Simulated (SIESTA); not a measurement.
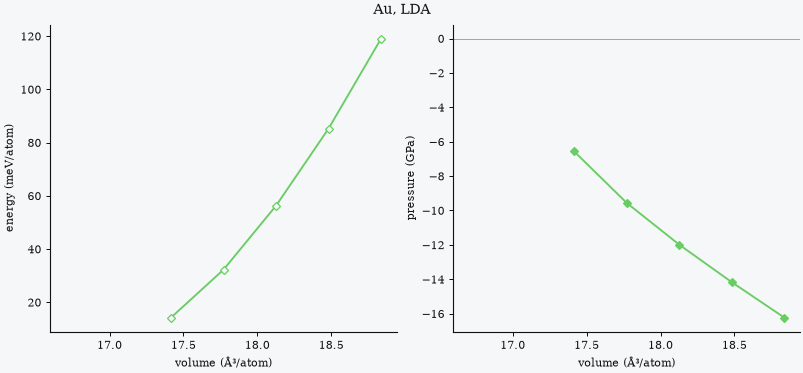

Plotted: energy and pressure against volume for Au, space group P6_3/mmc (No. 194).

Cell as given: a = 2.900 Å, b = 2.900 Å, c = 4.880 Å, α = 90.00°, β = 90.00°, γ = 120.00°; 2 atoms.

Computed with SIESTA 5.4.2: DFT in numerical atomic orbitals with pseudopotentials, no spin polarisation; energies at scaled volumes of the given cell, shape and fractions fixed, counted from the fit's minimum, third-order Birch-Murnaghan fit. Level: LDA.

```csv
setting,value
k mesh,11×11×6
occupations,Fermi–Dirac
smearing width,0.05 eV
potentials,"PseudoDojo 0.4 standard, converted to PSML, two zetas on semicore shells"
program settings,"basis DZP, mesh cutoff 800 Ry"
```

The points at volume 16.70 Å³/atom and 17.06 Å³/atom are left out of the plot. What values does the calculation give there?

```
volume (Å³/atom)  energy (meV/atom)  pressure (GPa)
           16.70                  0            0.42
           17.06                  3           -3.25
```

Note: the fit and the printed pressures don't fully agree, or the minimum lies near the end of the range; mulliken charges of long orbitals; short basis over semicore shells; spin-orbit coupling left out, heavy elements; shape and atomic fractions are frozen while scaling, which makes layered, chain and framework solids too stiff.
